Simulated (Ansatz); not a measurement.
**Two runs on Ca**

System: Ca (Im-3m, 1 atom in the cell).
Method of run 1: DFT, PBE, all-electron LAPW, no spin polarisation (Ansatz 0.2.0).

The structure derives from an entry of the Crystallography Open Database. Text and figures count atoms from 1; the logs count them from 0 in places.

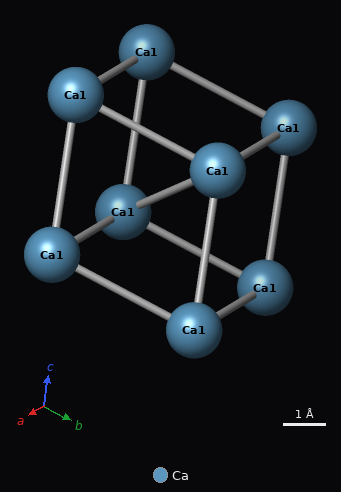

**Figure 1.** The input geometry (ball-and-stick view of the cell of the calculation, seen slightly off an axis; atoms are numbered from 1 in the order of the input). An atom can appear more than once, as a periodic image. Near neighbours in the periodic cell (some may lie outside the picture): Ca has 8 Ca at 3.88 Å.

Input, run 1:
```yaml
crystal:
  lattice:
    - [-2.24, 2.24, 2.24]
    - [2.24, -2.24, 2.24]
    - [2.24, 2.24, -2.24]
  atoms:
    - { symbol: Ca, position: [0.0, 0.0, 0.0] }
kpoints:
  mp_grid: { grid: [10, 10, 10], shift: [0.5, 0.5, 0.5] }
  band_path:
    path:
      - [0.0, 0.0, 0.0]
      - [0.5, -0.5, 0.5]
      - [0.0, 0.0, 0.5]
      - [0.0, 0.0, 0.0]
      - [0.25, 0.25, 0.25]
      - [0.5, -0.5, 0.5]
      - [0.25, 0.25, 0.25]
      - [0.0, 0.0, 0.5]
    npoints: 5
scf:
  occupations: { method: tetrahedron }
hamiltonian:
  xc: pbe
  pseudopotentials:
    kind: all_electron
    lapw: { basis_error: 0.00025 }
    relativity: none
output:
  forces: true
  stress: true
  eigenvalues: true
```

Command:
```bash
ansatz run input.yaml --threads 1 --pin off --max-ram 2048MiB --backend cpu --events-out ev --progress --plain --runs-dir out
```

Hardware: 1 thread of Arm Neoverse V1, 112 GiB of memory available, shared host.

Output, shortened to warnings, some set-up lines, iterations and results (run 1):
```
Warning: output.forces, output.stress, relax.cell or npt_langevin: where a Kohn–Sham band that disperses or a degenerate level is filled in part under the method tetrahedron, the forces or the stress that this run publishes need not agree with its energy (scf.occupations.method in the input reference, under Limitations); prefer a smearing scheme for the forces or the stress
Basis set: ecut = 100.38686283826097 eV, 87 PW (Γ), exchange–correlation at level 2
Symmetry: 48 space group operations
k-points: 44 of 1000
Initial density: superposition of atomic densities (chi_scale 0.1, normalization cell)
[...]
SCF iter   1: F=—  HF=-18433.521772 eV  |F-HF|=—  |Δ(HF+E_count)|=         —  Δρ=2.81e-3  dr2=5.13e-3  ethr=5.11e-5  ⟨swp⟩=3.6  Hψ=3211  notcnv=0
SCF iter   2: F=—  HF=-18433.524340 eV  |F-HF|=—  |Δ(HF+E_count)|=   2.57e-3  Δρ=2.31e-3  dr2=3.74e-3  ethr=5.11e-5  ⟨swp⟩=2.9  Hψ=1480  notcnv=0
SCF iter   3: F=—  HF=-18433.527445 eV  |F-HF|=—  |Δ(HF+E_count)|=   3.10e-3  Δρ=1.40e-3  dr2=1.53e-3  ethr=3.74e-5  ⟨swp⟩=2.1  Hψ=1411  notcnv=0
SCF iter   4: F=—  HF=-18433.528114 eV  |F-HF|=—  |Δ(HF+E_count)|=   6.69e-4  Δρ=3.99e-4  dr2=1.54e-4  ethr=1.53e-5  ⟨swp⟩=2.0  Hψ=1408  notcnv=0
SCF iter   5: F=—  HF=-18433.528087 eV  |F-HF|=—  |Δ(HF+E_count)|=   2.65e-5  Δρ=8.66e-5  dr2=6.22e-6  ethr=6.21e-8  ⟨swp⟩=2.0  Hψ=2377  notcnv=0
SCF iter   6: F=—  HF=-18433.528085 eV  |F-HF|=—  |Δ(HF+E_count)|=   1.70e-6  Δρ=2.98e-5  dr2=5.49e-7  ethr=6.21e-8  ⟨swp⟩=2.0  Hψ=1408  notcnv=0
SCF iter   7: F=-18433.528085 eV  HF=-18433.528085 eV  |F-HF|=4.63e-9  |Δ(HF+E_count)|=   3.89e-7  Δρ=3.22e-6  dr2=4.18e-9  ethr=5.49e-9  ⟨swp⟩=2.0  Hψ=1408  notcnv=0
SCF 1 converged in 7 iterations: F = -18433.528085 eV  dr2 = 4.18e-9
NSCF: frozen V_eff on 36 k-points
SCF converged after 7 iterations
Stability not checked: this state was not tested for a lower state beside it, because cold or Methfessel-Paxton smearing, or corrected tetrahedra, fill the levels in a way that the test cannot read (fill_not_monotonic; see scf.lower_state_search)
Free energy (F): -18433.528085 eV
Harris-Foulkes:  -18433.528085 eV  (|F-HF|=4.63e-9)
Internal energy: -18433.527835 eV  (E = F + TS)
E sigma→0 (E₀):  -18433.528085 eV
Entropy (-TS):   -0.000250 eV (-0.250 meV/atom)
Fermi energy:    4.874016 eV
--- Per-component energies (eV) ---
  E_band       = -176.555359
  E_kinetic    = 18413.667747
  E_xc         = -977.411992
  E_electrostatic = -35869.783590  (all electrons and nuclei)
  E_smearing   = -0.000250  (= −TS)
  E_closure    = 0.000000  (closes the sum)
  E_atoms      = -18431.600339  (free atoms, spherical and without spin; not in F)
  Σ components = -18433.528085   (vs F -18433.528085, Δ=0.00e0)
  Basis errors (estimates in eV, not in F): energy 7.9e-5 per atom: plane waves 7.7e-5 (4.0e-5 summed), levels above the bands 0.0e0, relativity 0.0e0, radial functions 2.1e-6, core shells 1.0e-10; eigenvalues (radial functions only) 2.5e-7; not estimated: angular momenta, meshes, grids; target …
--- Forces (eV/Å), atoms counted from 1 ---
  atom   1  Ca     0.00000000    -0.00000000    -0.00000000
  max |Σ_I F_I| component: 5.55e-32 eV/Å
--- Stress (GPa, compression-positive) ---
       -1.101243       0.000000      -0.000000
        0.000000      -1.101243       0.000000
       -0.000000       0.000000      -1.101243
  P = ⅓ Tr σ = -1.1012 GPa (-11.012 kbar)
```

For run 2 the input was changed thus:
```diff
-  mp_grid: { grid: [10, 10, 10], shift: [0.5, 0.5, 0.5] }
+  mp_grid: { grid: [10, 10, 10] }
-  occupations: { method: tetrahedron }
+  occupations: { method: fermi_dirac, width: 0.05 }
```

Predict how the results change.

Run 2 is non-relativistic, while run 1 includes scalar relativity. The energy of run 2 (smearing taken to zero) is 3.6 meV per atom lower, the joint effect of these numerical settings, which can't be told apart here. The number of SCF iterations is the same. The irreducible k-points go from 44 to 47.

Output, shortened to warnings, some set-up lines, iterations and results (run 2):
```
Basis set: ecut = 100.38686283826097 eV, 87 PW (Γ), exchange–correlation at level 2
Symmetry: 48 space group operations
k-points: 47 of 1000
Initial density: superposition of atomic densities (chi_scale 0.1, normalization cell)
[...]
SCF iter   1: F=—  HF=-18433.532006 eV  |F-HF|=—  |Δ(HF+E_count)|=         —  Δρ=2.99e-3  dr2=5.83e-3  ethr=5.81e-5  ⟨swp⟩=3.6  Hψ=3423  notcnv=0
SCF iter   2: F=—  HF=-18433.534609 eV  |F-HF|=—  |Δ(HF+E_count)|=   2.60e-3  Δρ=2.42e-3  dr2=4.10e-3  ethr=5.81e-5  ⟨swp⟩=2.0  Hψ=1363  notcnv=0
SCF iter   3: F=—  HF=-18433.537809 eV  |F-HF|=—  |Δ(HF+E_count)|=   3.20e-3  Δρ=1.38e-3  dr2=1.52e-3  ethr=4.10e-5  ⟨swp⟩=2.0  Hψ=1337  notcnv=0
SCF iter   4: F=—  HF=-18433.538491 eV  |F-HF|=—  |Δ(HF+E_count)|=   6.82e-4  Δρ=4.04e-4  dr2=1.59e-4  ethr=1.52e-5  ⟨swp⟩=2.0  Hψ=1339  notcnv=0
SCF iter   5: F=—  HF=-18433.538534 eV  |F-HF|=—  |Δ(HF+E_count)|=   4.28e-5  Δρ=8.48e-5  dr2=5.88e-6  ethr=5.87e-8  ⟨swp⟩=2.0  Hψ=2204  notcnv=0
SCF iter   6: F=—  HF=-18433.538534 eV  |F-HF|=—  |Δ(HF+E_count)|=   2.72e-7  Δρ=3.09e-5  dr2=5.80e-7  ethr=5.87e-8  ⟨swp⟩=2.0  Hψ=1337  notcnv=0
SCF iter   7: F=-18433.538534 eV  HF=-18433.538534 eV  |F-HF|=4.34e-9  |Δ(HF+E_count)|=   1.06e-7  Δρ=3.26e-6  dr2=4.24e-9  ethr=5.80e-9  ⟨swp⟩=2.0  Hψ=1337  notcnv=0
SCF 1 converged in 7 iterations: F = -18433.538534 eV  dr2 = 4.24e-9
NSCF: frozen V_eff on 36 k-points
SCF converged after 7 iterations
Free energy (F): -18433.538534 eV
Harris-Foulkes:  -18433.538534 eV  (|F-HF|=4.34e-9)
Internal energy: -18433.524920 eV  (E = F + TS)
E sigma→0 (E₀):  -18433.531727 eV
Entropy (-TS):   -0.013614 eV (-13.614 meV/atom)
Fermi energy:    4.842130 eV
--- Per-component energies (eV) ---
  E_band       = -176.797343
  E_kinetic    = 18413.779529
  E_xc         = -977.388727
  E_electrostatic = -35869.915722  (all electrons and nuclei)
  E_smearing   = -0.013614  (= −TS)
  E_closure    = 0.000000  (closes the sum)
  E_atoms      = -18431.600339  (free atoms, spherical and without spin; not in F)
  Σ components = -18433.538534   (vs F -18433.538534, Δ=0.00e0)
  Basis errors (estimates in eV, not in F): energy 7.8e-5 per atom: plane waves 7.6e-5 (3.9e-5 summed), levels above the bands 3.7e-28, relativity 0.0e0, radial functions 2.1e-6, core shells 1.0e-10; eigenvalues (radial functions only) 2.5e-7; not estimated: angular momenta, meshes, grids; target …
--- Forces (eV/Å), atoms counted from 1 ---
  atom   1  Ca     0.00000000    -0.00000000     0.00000000
  max |Σ_I F_I| component: 6.37e-32 eV/Å
--- Stress (GPa, compression-positive) ---
       -0.967461       0.000000       0.000000
        0.000000      -0.967461       0.000000
        0.000000       0.000000      -0.967461
  P = ⅓ Tr σ = -0.9675 GPa (-9.675 kbar)
```

The two runs side by side:

```tsv
quantity	run 1	run 2
outcome	converged	converged
free energy per atom (eV)	−18433.5281	−18433.5385
energy per atom, smearing taken to zero (eV)	−18433.5281	−18433.5317
pressure (GPa)	−1.10	−0.97
largest force (eV/Å)	0.000	0.000
SCF iterations	7	7
irreducible k-points	44	47
plane waves at Γ	87	87
wall time (shared host)	2.8 s	3.2 s
```

For run 1: Warnings: forces and stress from tetrahedron occupations may miss the slope of the energy.
